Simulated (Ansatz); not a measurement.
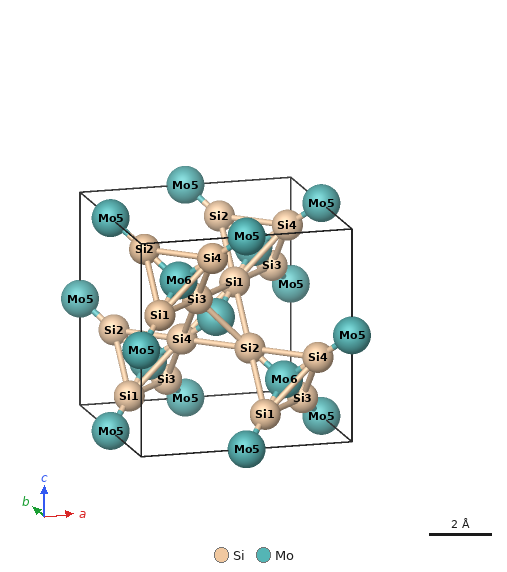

A crystal of Si2Mo (built on the beta-cristobalite_227 type) (coarse preliminary run), before the relaxation. The picture is a ball-and-stick view of the conventional cell (4 times the calculation's cell), seen slightly off an axis. Lengths and directions refer to the drawn axes.

Case: beta-cristobalite type (Fd-3m, No. 227).

Level of theory: Ansatz 0.2.0, DFT PBE, scalar-relativistic, plane waves, PAW.

Input file:
```yaml
crystal:
  lattice:
    - [0.0, 3.5935038102, 3.5935038102]
    - [3.5935038102, 0.0, 3.5935038102]
    - [3.5935038102, 3.5935038102, 0.0]
  atoms:
    - { symbol: Si, position: [0.625, 0.625, 0.625] }
    - { symbol: Si, position: [0.125, 0.625, 0.625] }
    - { symbol: Si, position: [0.625, 0.625, 0.125] }
    - { symbol: Si, position: [0.625, 0.125, 0.625] }
    - { symbol: Mo, position: [0.5, 0.5, 0.5] }
    - { symbol: Mo, position: [0.75, 0.75, 0.75] }
basis:
  ecutwfc: 420
kpoints:
  mp_grid: { grid: [4, 4, 4] }
hamiltonian:
  xc: pbe
scf:
  occupations: { method: gaussian, width: 0.1 }
  lower_state_search: "off"
output:
  forces: true
  stress: true
  eigenvalues: true
relax:
  adjacent_minimum: "off"
  f_tol: 0.04
  max_steps: 70
  cell: { stress_tol: 0.4 }
```

Launched with:
```bash
ansatz run input.yaml --threads 1 --pin off --max-ram 2560MiB --backend cpu --events-out ev --progress --plain --runs-dir out
```

### What does the optimiser find from here?

Over 11 accepted moves (13 points after the start) the energy falls by 13033 meV per atom. All forces vanish by symmetry, so only the cell relaxes. The pressure goes from 302.16 to 0.33 GPa. The SCF was repeated twice at an unchanged geometry on a basis and grid sized afresh for the cell, which shifted the energy by 638 meV per atom at most. No atom moves by more than 0.005 Å relative to the cell. The volume changes by +238.3 %, with a = b = c 7.187 → 10.789 Å (+50.1 %). Some distances before and after: Si1–Si2 2.541 → 3.815 Å, Si1–Mo5 1.556 → 2.336 Å. The space group stays Fd-3m (No. 227).

History of the run:

```csv
step,"E − E(0), meV/atom","pressure, GPa","volume, Å³/atom",note
0,0.00,302.16,15.468,
1,-3654.48,200.17,17.842,
2,-6321.09,133.53,20.448,
3,-8314.04,88.80,23.372,
4,-9730.42,60.00,26.479,
5,-10792.09,39.74,29.940,
6,-11517.73,22.89,33.690,
7,-11904.06,9.08,37.636,
8,-11989.97,-0.01,40.768,
9,-12628.42,12.85,40.768,"same geometry, new basis"
10,-12893.30,6.56,45.238,
11,-13014.81,1.93,50.024,
12,-13029.93,0.27,52.330,
13,-13032.54,0.33,52.330,"same geometry, new basis"
```

The structure at the end:

```
Si Mo
1.0
     0.00000    5.39458    5.39458
     5.39458    0.00000    5.39458
     5.39458    5.39458    0.00000
Si Mo
4 2
Direct
  0.62500 0.62500 0.62500
  0.12500 0.62500 0.62500
  0.62500 0.62500 0.12500
  0.62500 0.12500 0.62500
  0.50000 0.50000 0.50000
  0.75000 0.75000 0.75000
```

The end point in the same view:

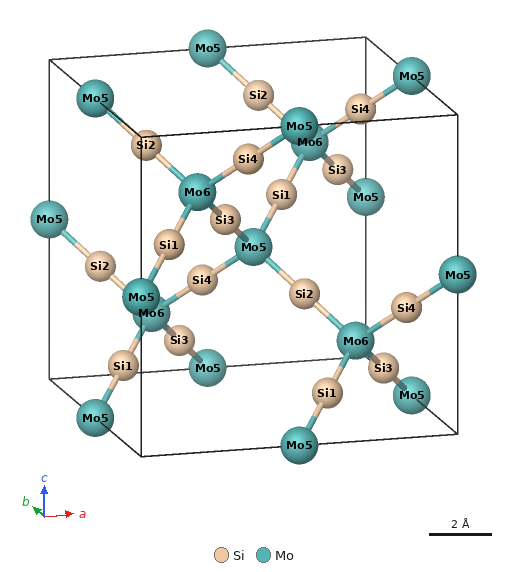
